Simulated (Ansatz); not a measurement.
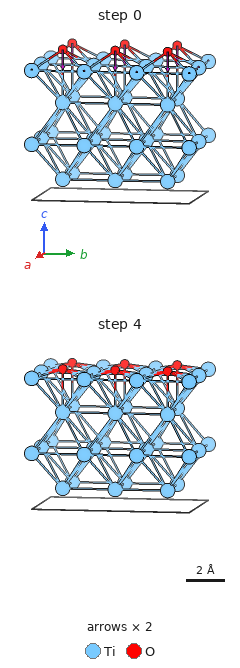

The structure of a slab of composition Ti4O (cut from the Fm-3m phase) before (top) and after (bottom) a constrained relaxation, at one scale. The purple arrows give the displacements, 2 times their true length.

A ball-and-stick model of the 2 × 3 repeat of the cell, outlined in the plane, without the vacuum, seen slightly off an axis.

Case: O put over a Ti atom of a lower plane. The slab is the (1 0 0) face of Ti with O on it. 2 atoms are held fixed.

The calculation used Ansatz 0.2.0, DFT PBEsol, scalar-relativistic, plane waves, PAW.

Input file:
```yaml
crystal:
  lattice:
    - [2.8679135958, 0.0, 0.0]
    - [0.0, 2.8679135958, 0.0]
    - [0.0, 0.0, 25.0837634544]
  atoms:
    - { symbol: Ti, position: [0.5, 0.5, 0.3388646212] }
    - { symbol: Ti, position: [0.0, 0.0, 0.4197105897] }
    - { symbol: Ti, position: [0.5, 0.5, 0.5045747292] }
    - { symbol: Ti, position: [0.0, 0.0, 0.579220464] }
    - { symbol: O, position: [0.5, 0.5, 0.61908689] }
basis:
  ecutwfc: 420
kpoints:
  mp_grid: { grid: [10, 10, 1] }
hamiltonian:
  xc: pbesol
scf:
  occupations: { method: gaussian, width: 0.1 }
output:
  forces: true
  eigenvalues: true
  write_density: true
  write_potential: true
  elf: true
  volumetric_format: npy
relax:
  adjacent_minimum: "off"
  f_tol: 0.03
  max_steps: 70
  constraints: [{ sites: [0, 1] }]
efield:
  axis: 3
  dipole_correction: true
  ramp_width: 0.04
```

Command:
```bash
ansatz run input.yaml --threads 1 --pin off --max-ram 2560MiB --backend cpu --events-out ev --progress --plain --runs-dir out
```

Describe what moved and what it gained.

Answer. O5 moves most: 0.57 Å along the normal (−c). By element the largest moves are O 0.57 Å, Ti 0.06 Å. The cell stays as it was. Some distances before and after: Ti3–O5 2.872 → 2.332 Å, Ti4–O5 2.261 → 2.061 Å, Ti3–Ti4 2.760 → 2.825 Å, Ti2–Ti3 2.940 → 2.916 Å. Among the angles between lasting bonds that change: Ti4–O5–Ti4 127.5° → 159.6°, Ti4–O5–Ti4 78.7° → 88.2°. Over 4 geometry steps the energy falls by 1.441 eV per cell of the calculation. The largest force component goes from 4.8 to 0.0053 eV/Å.

Limits of the set-up: the periodic images lie only 2.9 Å apart, so the values are limited by the cell's size.
